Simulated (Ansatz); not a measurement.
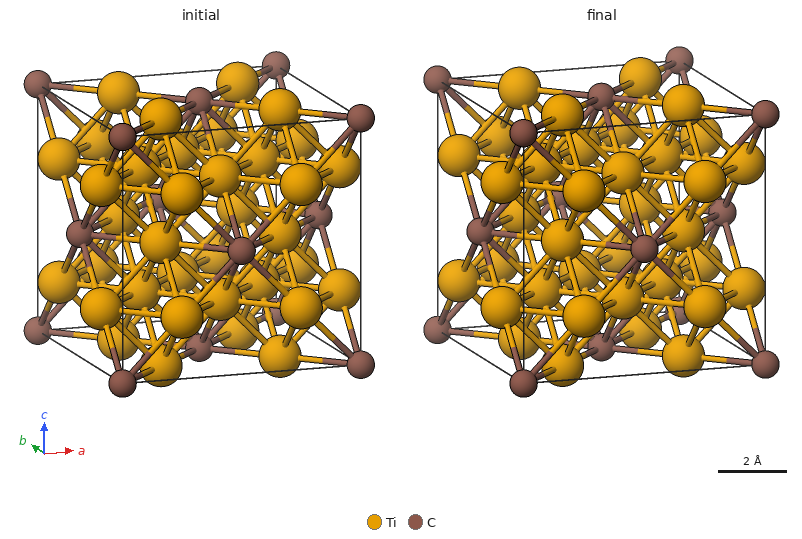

The structure of crystalline Ti6C (a generated structure, set up in Fm-3m) (coarse preliminary run) before (left) and after (right) a relaxation, at one scale.

Style: ball-and-stick. Shown: the conventional cell (4 times the calculation's cell), slightly off an axis. Lengths and directions refer to the drawn axes.

Theory: DFT PBE, scalar-relativistic, plane waves, PAW (Ansatz).

Input file:
```yaml
crystal:
  lattice:
    - [0.0, 3.72107497, 3.72107497]
    - [3.72107497, 0.0, 3.72107497]
    - [3.72107497, 3.72107497, 0.0]
  atoms:
    - { symbol: Ti, position: [0.5, 0.5, 0.0] }
    - { symbol: Ti, position: [0.5, 0.0, 0.5] }
    - { symbol: Ti, position: [0.0, 0.0, 0.5] }
    - { symbol: Ti, position: [0.0, 0.5, 0.0] }
    - { symbol: Ti, position: [0.0, 0.5, 0.5] }
    - { symbol: Ti, position: [0.5, 0.0, 0.0] }
    - { symbol: C, position: [0.0, 0.0, 0.0] }
basis:
  ecutwfc: 420
kpoints:
  mp_grid: { grid: [4, 4, 4] }
hamiltonian:
  xc: pbe
scf:
  occupations: { method: gaussian, width: 0.1 }
  lower_state_search: "off"
output:
  forces: true
  stress: true
  eigenvalues: true
relax:
  adjacent_minimum: "off"
  f_tol: 0.04
  max_steps: 70
  cell: { stress_tol: 0.4 }
```

Run as
```bash
ansatz run input.yaml --threads 1 --pin off --max-ram 2048MiB --backend cpu --events-out ev --progress --plain --runs-dir out
```

> Describe what moved and what it gained.

Over 1 accepted move (2 points after the start) the energy falls by 11.2 meV per atom. All forces vanish by symmetry, so only the cell relaxes. Pressure: 5.37 GPa at the start and 0.04 GPa at the end. The SCF was repeated once at an unchanged geometry on a basis and grid sized afresh for the cell, which shifted the energy by 0.3 meV per atom at most. No atom moves by more than 0.005 Å relative to the cell. Cell: a = b = c 7.442 → 7.556 Å (+1.5 %). Volume +4.7 %. Near-neighbour distances that change, for instance: Ti1–C7 2.631 → 2.672 Å, Ti1–Ti2 2.631 → 2.672 Å. The space group stays Fm-3m (No. 225). The run took 8.7 s on 1 thread of Arm Neoverse V1 (shared host), peak memory 0.37 GiB.
